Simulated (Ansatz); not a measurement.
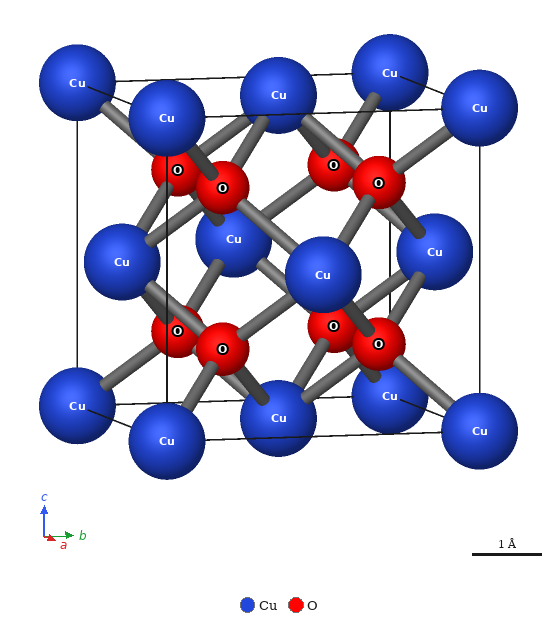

**Figure 1.** The input geometry (ball-and-stick view of the cell 4 times as large as that of the calculation, set on its symmetry axes, seen slightly off an axis). An atom can appear more than once, as a periodic image.

CuO2: geometry relaxation (part 1 of 2)

CuO2 (3 atoms in the cell), computed with DFT PBEsol, scalar-relativistic, plane waves, PAW, spin-polarised (Ansatz 0.2.0).

The structure was built on a prototype by a generator; it need not be a known phase. Figures and captions count atoms from 1; the log counts them from 0 in places.

The program's output:
```
Engine: ansatz 0.2.0, x86_64-unknown-linux-gnu
Pseudopotentials: kind: paw
Pseudopotential: Cu, paw, valence charge 19, recommended cutoff 420 eV (normal), Cu.paw.azcp
Pseudopotential: O, paw, valence charge 6, recommended cutoff 420 eV (normal), O.paw.azcp
Functional definition: PBEsol
  exchange = pbesol_x
  correlation = pbesol_c
Crystal: 3 atoms, lattice volume = 27.063 Å³
Basis set: ecut = 420 eV, 531 PW (Γ), exchange–correlation on 48×48×48 points (8 copies of the dense FFT grid, shifted against one another)
Bands: 21, of which v1, the nominal top of the filled ones, is band 16 counted from 1 (15 counted from 0)
Symmetry: 48 space group operations
Space group: Fm-3m (ITA 225), of the structure as read, at distance tolerance 3.0e-5 Å
Magnetic group: BNS 225.116 (UNI 1618), of the structure as read, at distance tolerance 3.0e-5 Å
k-points: 145 of 4096
Non-local potential: Cu, projectors of the file, l = 0: 3, l = 1: 2, l = 2: 3, l = 3: 1
Non-local potential: O, projectors of the file, l = 0: 2, l = 1: 2, l = 2: 1
PAW form: soft (Blöchl's): semilocal exchange-correlation on the pseudo side does not see the compensation charge
PAW frozen core: Cu, regenerated for the run's functional, and the local potential with it (the file was generated under x = pbe(κ = 0.804, μ = 0.2195149727645171), c = pbe(β = 0.06672455060314922))
PAW frozen core: O, regenerated for the run's functional, and the local potential with it (the file was generated under x = pbe(κ = 0.804, μ = 0.2195149727645171), c = pbe(β = 0.06672455060314922))
PAW one-centre angular grid: Cu, 590 points (default); XC on 64 Gauss nodes
PAW one-centre angular grid: O, 110 points (default); XC on 64 Gauss nodes
Initial density: superposition of atomic densities (chi_scale 0.1, normalization cell, long waves kept (reshape's long-wave potential 0.00 eV rms))
Starting moments: Σ|m| = 1.89 μB on 3 of 3 sites
Initial wavefunctions: pseudopotential atomic-orbital guess
Functional: x = pbesol(κ = 0.804, μ = 0.12345679012345678), c = pbesol(β = 0.046)
SCF iter   1: F=—  HF=-7704.878997 eV  |F-HF|=—  |Δ(HF+E_count)|=         —  Δρ=6.22e-2 (↑2.66e-2 ↓6.22e-2)  dr2=1.55e0  dr2_m=9.89e-2  M=1.673 μB ∫|m|=1.694 μB  β_m=0.30  ethr=3.10e-3  ⟨swp⟩=4.4  Hψ=23346  notcnv=0
preconditioner: auto → Kerker (q_TF=auto, 2.791 Å⁻¹)  [metal: Δε(μ)=0.011 eV  Ē_g=15.371 eV  σ=0.100 eV  W_gap=0.06  n_scr=14 (ndim 8)  ℏωp=34.2 eV  f_vac=0.031  D(μ)=2.16/eV (n_scr^D=26)]
spin=Collinear: Kerker preconditioning applied to the charge; magnetization (m = ρ↑ − ρ↓) channel mixes plain (no charge-response kernel on spin).
SCF iter   2: F=—  HF=-7704.834831 eV  |F-HF|=—  |Δ(HF+E_count)|=   4.42e-2  Δρ=5.05e-2 (↑2.55e-2 ↓5.05e-2)  dr2=6.77e-1  dr2_m=5.46e-2  M=1.748 μB ∫|m|=1.776 μB  β_m=0.30  ethr=3.10e-3  ⟨swp⟩=2.5  Hψ=11224  notcnv=0  defer=213
SCF iter   3: F=—  HF=-7704.870879 eV  |F-HF|=—  |Δ(HF+E_count)|=   3.60e-2  Δρ=2.21e-2 (↑1.18e-2 ↓2.21e-2)  dr2=6.82e-2  dr2_m=1.71e-2  M=1.755 μB ∫|m|=1.790 μB  β_m=1.00  ethr=2.18e-3  ⟨swp⟩=2.3  Hψ=10518  notcnv=0  defer=246
SCF iter   4: F=—  HF=-7705.062850 eV  |F-HF|=—  |Δ(HF+E_count)|=   1.92e-1  Δρ=2.80e-2 (↑1.09e-2 ↓2.80e-2)  dr2=2.90e-1  dr2_m=2.42e-2  M=1.805 μB ∫|m|=1.861 μB  β_m=0.30  ethr=2.20e-4  ⟨swp⟩=2.0  Hψ=12182  notcnv=0  defer=246
SCF iter   5: F=—  HF=-7705.044516 eV  |F-HF|=—  |Δ(HF+E_count)|=   1.83e-2  Δρ=4.83e-3 (↑3.90e-3 ↓4.83e-3)  dr2=3.28e-3  dr2_m=2.95e-3  M=1.803 μB ∫|m|=1.862 μB  β_m=1.00  ethr=2.20e-4  ⟨swp⟩=2.5  Hψ=11291  notcnv=0  defer=267
SCF iter   6: F=—  HF=-7705.039494 eV  |F-HF|=—  |Δ(HF+E_count)|=   5.02e-3  Δρ=3.88e-3 (↑2.53e-3 ↓3.88e-3)  dr2=4.91e-3  dr2_m=1.20e-3  M=1.827 μB ∫|m|=1.889 μB  β_m=1.00  ethr=1.06e-5  ⟨swp⟩=2.1  Hψ=10501  notcnv=0  defer=274
SCF iter   7: F=—  HF=-7705.052019 eV  |F-HF|=—  |Δ(HF+E_count)|=   1.25e-2  Δρ=9.01e-3 (↑2.86e-3 ↓9.01e-3)  dr2=2.72e-2  dr2_m=2.60e-3  M=1.836 μB ∫|m|=1.900 μB  β_m=0.30  ethr=1.06e-5  ⟨swp⟩=2.0  Hψ=11166  notcnv=0  defer=274
SCF iter   8: F=—  HF=-7705.052468 eV  |F-HF|=—  |Δ(HF+E_count)|=   4.49e-4  Δρ=4.95e-3 (↑2.78e-3 ↓4.95e-3)  dr2=1.04e-2  dr2_m=7.08e-4  M=1.847 μB ∫|m|=1.913 μB  β_m=0.30  ethr=1.06e-5  ⟨swp⟩=1.0  Hψ=6326  notcnv=0  defer=283
SCF iter   9: F=—  HF=-7705.053224 eV  |F-HF|=—  |Δ(HF+E_count)|=   7.56e-4  Δρ=3.00e-3 (↑2.52e-3 ↓3.00e-3)  dr2=4.79e-3  dr2_m=4.30e-4  M=1.856 μB ∫|m|=1.923 μB  β_m=1.00  ethr=1.06e-5  ⟨swp⟩=1.0  Hψ=6072  notcnv=0  defer=283
SCF iter  10: F=—  HF=-7705.053290 eV  |F-HF|=—  |Δ(HF+E_count)|=   6.59e-5  Δρ=1.88e-3 (↑1.02e-3 ↓1.88e-3)  dr2=1.80e-4  dr2_m=4.90e-4  M=1.871 μB ∫|m|=1.938 μB  β_m=1.00  ethr=1.06e-5  ⟨swp⟩=1.0  Hψ=5893  notcnv=0  defer=283
SCF iter  11: F=—  HF=-7705.053649 eV  |F-HF|=—  |Δ(HF+E_count)|=   3.59e-4  Δρ=1.77e-3 (↑7.90e-4 ↓1.77e-3)  dr2=1.06e-3  dr2_m=1.06e-4  M=1.878 μB ∫|m|=1.946 μB  β_m=1.00  ethr=5.80e-7  ⟨swp⟩=1.6  Hψ=8745  notcnv=0  defer=283
SCF iter  12: F=—  HF=-7705.053904 eV  |F-HF|=—  |Δ(HF+E_count)|=   2.56e-4  Δρ=3.98e-4 (↑3.48e-4 ↓3.98e-4)  dr2=8.84e-7  dr2_m=3.43e-5  M=1.883 μB ∫|m|=1.952 μB  β_m=0.30  ethr=5.80e-7  ⟨swp⟩=2.1  Hψ=7629  notcnv=0  defer=283
Mixer restart at iter 12: flushing history
spin-set hold released at iteration 12 (site moments contracting): the magnetisation degrees of freedom join the quasi-Newton model from the next iteration; the mixer history was flushed
SCF iter  13: F=—  HF=-7705.054219 eV  |F-HF|=—  |Δ(HF+E_count)|=   3.15e-4  Δρ=4.50e-4 (↑4.17e-4 ↓4.50e-4)  dr2=7.78e-6  dr2_m=4.39e-5  M=1.887 μB ∫|m|=1.956 μB  β_m=0.54  ethr=2.85e-9  ⟨swp⟩=2.1  Hψ=10645  notcnv=0  defer=283
SCF iter  14: F=—  HF=-7705.054699 eV  |F-HF|=—  |Δ(HF+E_count)|=   4.80e-4  Δρ=1.25e-3 (↑8.56e-4 ↓1.25e-3)  dr2=6.71e-4  dr2_m=5.79e-5  M=1.900 μB ∫|m|=1.970 μB  β_m=0.51  ethr=2.85e-9  ⟨swp⟩=3.0  Hψ=13046  notcnv=0  defer=283
SCF iter  15: F=—  HF=-7705.054642 eV  |F-HF|=—  |Δ(HF+E_count)|=   5.72e-5  Δρ=9.10e-4 (↑4.62e-4 ↓9.10e-4)  dr2=1.03e-4  dr2_m=9.58e-5  M=1.905 μB ∫|m|=1.976 μB  β_m=0.64  ethr=2.85e-9  ⟨swp⟩=3.0  Hψ=13092  notcnv=0  defer=283
SCF iter  16: F=—  HF=-7705.054650 eV  |F-HF|=—  |Δ(HF+E_count)|=   8.35e-6  Δρ=1.92e-4 (↑1.92e-4 ↓1.54e-4)  dr2=3.18e-7  dr2_m=7.39e-6  M=1.908 μB ∫|m|=1.979 μB  β_m=0.82  ethr=2.85e-9  ⟨swp⟩=2.7  Hψ=11173  notcnv=0  defer=283
SCF iter  17: F=—  HF=-7705.054774 eV  |F-HF|=—  |Δ(HF+E_count)|=   1.24e-4  Δρ=5.35e-5 (↑4.58e-5 ↓5.35e-5)  dr2=1.70e-7  dr2_m=5.67e-7  M=1.910 μB ∫|m|=1.981 μB  β_m=0.91  ethr=1.03e-9  ⟨swp⟩=2.0  Hψ=10314  notcnv=0  defer=283
SCF iter  18: F=—  HF=-7705.054774 eV  |F-HF|=—  |Δ(HF+E_count)|=   2.88e-7  Δρ=1.51e-5 (↑1.51e-5 ↓1.02e-5)  dr2=2.67e-8  dr2_m=3.11e-8  M=1.910 μB ∫|m|=1.982 μB  β_m=0.90  ethr=3.23e-10  ⟨swp⟩=9.5  Hψ=36510  notcnv=0
SCF iter  19: F=-7705.054774 eV  HF=-7705.054774 eV  |F-HF|=2.02e-8  |Δ(HF+E_count)|=   6.71e-9  Δρ=5.97e-6 (↑3.63e-6 ↓5.97e-6)  dr2=1.65e-8  dr2_m=4.30e-10  M=1.911 μB ∫|m|=1.982 μB  ethr=8.60e-11  ⟨swp⟩=6.7  Hψ=29528  notcnv=0
SCF 1 converged in 19 iterations: F = -7705.054774 eV  dr2 = 1.65e-8
  greatest PAW one-centre occupation: 1.000 electrons in one spin orbital (limit 2), on the Cu atom at site 0 (counted from 0), in its partial waves of l = 0
relax step   1: F+E_penalty+E_count = -7705.05477440 eV  Δ(F+E_penalty+E_count) = +0.000e0 eV  max|allowed force component| = 2.776e-17 eV/Å  Δτ_max = 0.0000 Å  P = +0.394 GPa  Ω = 27.063 Å³  (19 SCF iters, dr2 threshold 1.00e-7 eV, accepted)
Crystal: 3 atoms, lattice volume = 27.089 Å³
Initial density: handed on by an earlier stage of this run
Starting moments: Σ|m| = 1.89 μB on 3 of 3 sites; this step starts from the density that it was given
Initial wavefunctions: those handed on with the density
iter 1 solved again at ethr=1.30e-7 eV; its pass at ethr=3.10e-3 eV (dr2=4.04e-5 eV) is discarded
SCF iter   1: F=—  HF=-7705.054658 eV  |F-HF|=—  |Δ(HF+E_count)|=         —  Δρ=3.36e-4 (↑1.13e-4 ↓3.36e-4)  dr2=4.04e-5  dr2_m=3.21e-6  M=1.911 μB ∫|m|=1.983 μB  β_m=0.30  ethr=1.30e-7  ⟨swp⟩=1.0  Hψ=24668  notcnv=0
preconditioner: auto → Kerker (q_TF=auto, 2.790 Å⁻¹)  [metal: Δε(μ)=0.014 eV  Ē_g=15.174 eV  σ=0.100 eV  W_gap=0.08  n_scr=14 (ndim 8)  ℏωp=34.2 eV  f_vac=0.058  D(μ)=2.34/eV (n_scr^D=26)]
spin=Collinear: Kerker preconditioning applied to the charge; magnetization (m = ρ↑ − ρ↓) channel mixes plain (no charge-response kernel on spin).
SCF iter   2: F=—  HF=-7705.054655 eV  |F-HF|=—  |Δ(HF+E_count)|=   2.66e-6  Δρ=1.39e-4 (↑6.47e-5 ↓1.39e-4)  dr2=6.53e-6  dr2_m=4.85e-7  M=1.912 μB ∫|m|=1.983 μB  β_m=0.25  ethr=1.30e-7  ⟨swp⟩=2.3  Hψ=7466  notcnv=0
SCF iter   3: F=—  HF=-7705.054654 eV  |F-HF|=—  |Δ(HF+E_count)|=   1.35e-6  Δρ=5.53e-5 (↑1.87e-5 ↓5.53e-5)  dr2=8.93e-7  dr2_m=1.93e-7  M=1.912 μB ∫|m|=1.983 μB  β_m=0.38  ethr=2.11e-8  ⟨swp⟩=2.1  Hψ=7846  notcnv=0
iter 4 did not close the SCF: its close was put off for a magnetic moment that had not settled (scf_convergence_deferred on its scf_iter line)
SCF iter   4: F=-7705.054654 eV  HF=-7705.054654 eV  |F-HF|=3.43e-8  |Δ(HF+E_count)|=   1.01e-7  Δρ=2.12e-5 (↑1.90e-5 ↓2.12e-5)  dr2=6.66e-8  dr2_m=7.66e-8  M=1.912 μB ∫|m|=1.983 μB  β_m=0.69  ethr=9.68e-10  ⟨swp⟩=8.1  Hψ=37043  notcnv=0
SCF iter   5: F=-7705.054654 eV  HF=-7705.054654 eV  |F-HF|=4.21e-8  |Δ(HF+E_count)|=   9.13e-8  Δρ=1.34e-5 (↑8.66e-6 ↓1.34e-5)  dr2=5.70e-8  dr2_m=1.66e-8  M=1.912 μB ∫|m|=1.983 μB  ethr=2.15e-10  ⟨swp⟩=5.0  Hψ=32242  notcnv=0
SCF 2 converged in 5 iterations: F = -7705.054654 eV  dr2 = 5.70e-8
relax step   2: F+E_penalty+E_count = -7705.05465392 eV  Δ(F+E_penalty+E_count) = +1.205e-4 eV  max|allowed force component| = 6.939e-17 eV/Å  Δτ_max = 0.0000 Å  P = +0.195 GPa  Ω = 27.089 Å³  energy of the carried Pulay correction = -1.692e-4 eV  (5 SCF iters, dr2 threshold 3.00e-7 eV, accepted)
Crystal: 3 atoms, lattice volume = 27.115 Å³
iter 1 solved again at ethr=1.21e-7 eV; its pass at ethr=3.10e-3 eV (dr2=3.75e-5 eV) is discarded
SCF iter   1: F=—  HF=-7705.054508 eV  |F-HF|=—  |Δ(HF+E_count)|=         —  Δρ=3.24e-4 (↑1.10e-4 ↓3.24e-4)  dr2=3.75e-5  dr2_m=2.96e-6  M=1.913 μB ∫|m|=1.984 μB  β_m=0.30  ethr=1.21e-7  ⟨swp⟩=1.0  Hψ=24667  notcnv=0
preconditioner: auto → Kerker (q_TF=auto, 2.790 Å⁻¹)  [metal: Δε(μ)=0.012 eV  Ē_g=15.165 eV  σ=0.100 eV  W_gap=0.07  n_scr=14 (ndim 8)  ℏωp=34.2 eV  f_vac=0.058  D(μ)=2.34/eV (n_scr^D=26)]
spin=Collinear: Kerker preconditioning applied to the charge; magnetization (m = ρ↑ − ρ↓) channel mixes plain (no charge-response kernel on spin).
SCF iter   2: F=—  HF=-7705.054506 eV  |F-HF|=—  |Δ(HF+E_count)|=   2.43e-6  Δρ=1.39e-4 (↑6.29e-5 ↓1.39e-4)  dr2=6.37e-6  dr2_m=5.62e-7  M=1.913 μB ∫|m|=1.985 μB  β_m=0.25  ethr=1.21e-7  ⟨swp⟩=2.2  Hψ=7480  notcnv=0
SCF iter   3: F=—  HF=-7705.054504 eV  |F-HF|=—  |Δ(HF+E_count)|=   1.25e-6  Δρ=5.51e-5 (↑2.25e-5 ↓5.51e-5)  dr2=8.35e-7  dr2_m=2.28e-7  M=1.913 μB ∫|m|=1.985 μB  β_m=0.40  ethr=2.06e-8  ⟨swp⟩=2.1  Hψ=7775  notcnv=0
SCF iter   4: F=—  HF=-7705.054504 eV  |F-HF|=—  |Δ(HF+E_count)|=   3.18e-8  Δρ=2.62e-5 (↑2.15e-5 ↓2.62e-5)  dr2=1.28e-7  dr2_m=1.04e-7  M=1.913 μB ∫|m|=1.985 μB  β_m=0.70  ethr=2.69e-9  ⟨swp⟩=2.2  Hψ=8841  notcnv=0
iter 5 did not close the SCF: its close was put off for a magnetic moment that had not settled (scf_convergence_deferred on its scf_iter line)
SCF iter   5: F=-7705.054504 eV  HF=-7705.054505 eV  |F-HF|=4.18e-8  |Δ(HF+E_count)|=   1.07e-7  Δρ=1.32e-5 (↑9.41e-6 ↓1.32e-5)  dr2=5.92e-8  dr2_m=1.77e-8  M=1.913 μB ∫|m|=1.985 μB  β_m=0.75  ethr=3.06e-10  ⟨swp⟩=7.3  Hψ=31978  notcnv=0
SCF iter   6: F=-7705.054505 eV  HF=-7705.054505 eV  |F-HF|=9.07e-9  |Δ(HF+E_count)|=   8.58e-9  Δρ=7.95e-6 (↑2.90e-6 ↓7.95e-6)  dr2=1.86e-8  dr2_m=2.24e-9  M=1.914 μB ∫|m|=1.985 μB  ethr=1.91e-10  ⟨swp⟩=4.9  Hψ=29588  notcnv=0
SCF 3 converged in 6 iterations: F = -7705.054505 eV  dr2 = 1.86e-8
relax step   3: F+E_penalty+E_count = -7705.05450453 eV  Δ(F+E_penalty+E_count) = +1.494e-4 eV  max|allowed force component| = 3.701e-17 eV/Å  Δτ_max = 0.0000 Å  P = +0.005 GPa  Ω = 27.115 Å³  energy of the carried Pulay correction = -3.350e-4 eV  (6 SCF iters, dr2 threshold 9.50e-8 eV, accepted)
Initial wavefunctions: pseudopotential atomic-orbital guess (no wavefunctions were taken with the density)
iter 1 solved again at ethr=7.15e-9 eV; its pass at ethr=3.10e-3 eV (dr2=2.22e-6 eV) is discarded
SCF iter   1: F=—  HF=-7705.054714 eV  |F-HF|=—  |Δ(HF+E_count)|=         —  Δρ=8.72e-6 (↑8.35e-6 ↓8.72e-6)  dr2=2.13e-8  dr2_m=3.27e-9  M=1.914 μB ∫|m|=1.985 μB  β_m=0.30  ethr=7.15e-9  ⟨swp⟩=4.2  Hψ=43774  notcnv=0
spin=Collinear: Kerker preconditioning applied to the charge; magnetization (m = ρ↑ − ρ↓) channel mixes plain (no charge-response kernel on spin).
SCF iter   2: F=—  HF=-7705.054714 eV  |F-HF|=—  |Δ(HF+E_count)|=   5.55e-8  Δρ=6.07e-6 (↑6.07e-6 ↓3.96e-6)  dr2=3.88e-9  dr2_m=1.02e-9  M=1.914 μB ∫|m|=1.985 μB  β_m=0.43  ethr=6.87e-11  ⟨swp⟩=1.8  Hψ=7901  notcnv=0
SCF iter   3: F=—  HF=-7705.054714 eV  |F-HF|=—  |Δ(HF+E_count)|=   4.69e-9  Δρ=7.78e-6 (↑4.10e-6 ↓7.78e-6)  dr2=2.21e-8  dr2_m=1.83e-9  M=1.914 μB ∫|m|=1.985 μB  β_m=0.43  ethr=1.25e-11  ⟨swp⟩=2.1  Hψ=9498  notcnv=0  recentre
SCF iter   4: F=—  HF=-7705.054714 eV  |F-HF|=—  |Δ(HF+E_count)|=  3.82e-10  Δρ=1.21e-6 (↑7.08e-7 ↓1.21e-6)  dr2=5.14e-10  dr2_m=1.24e-10  M=1.914 μB ∫|m|=1.985 μB  β_m=0.71  ethr=1.25e-11  ⟨swp⟩=2.1  Hψ=8791  notcnv=0
SCF iter   5: F=—  HF=-7705.054714 eV  |F-HF|=—  |Δ(HF+E_count)|=  4.84e-10  Δρ=2.60e-6 (↑9.50e-7 ↓2.60e-6)  dr2=2.17e-9  dr2_m=2.96e-10  M=1.914 μB ∫|m|=1.985 μB  β_m=0.71  ethr=1.66e-12  ⟨swp⟩=2.0  Hψ=9150  notcnv=0
SCF iter   6: F=—  HF=-7705.054714 eV  |F-HF|=—  |Δ(HF+E_count)|=  1.24e-10  Δρ=1.19e-6 (↑3.56e-7 ↓1.19e-6)  dr2=4.21e-10  dr2_m=5.59e-11  M=1.914 μB ∫|m|=1.985 μB  β_m=0.73  ethr=1.66e-12  ⟨swp⟩=2.0  Hψ=8332  notcnv=0
SCF iter   7: F=-7705.054714 eV  HF=-7705.054714 eV  |F-HF|=1.82e-12  |Δ(HF+E_count)|=  2.91e-11  Δρ=1.96e-7 (↑9.45e-8 ↓1.96e-7)  dr2=9.18e-12  dr2_m=1.34e-12  M=1.914 μB ∫|m|=1.985 μB  ethr=1.00e-12  ⟨swp⟩=3.6  Hψ=25716  notcnv=0
SCF 4 converged in 7 iterations: F = -7705.054714 eV  dr2 = 9.18e-12
relax step   4: F+E_penalty+E_count = -7705.05471417 eV  Δ(F+E_penalty+E_count) = -2.096e-4 eV  max|allowed force component| = 6.014e-17 eV/Å  Δτ_max = 0.0000 Å  P = +0.026 GPa  Ω = 27.115 Å³  stress off target by 2.59e-2 GPa  SCF on the basis re-selected at this cell (its energy is not comparable with the rows above)  (7 SCF iters)
```
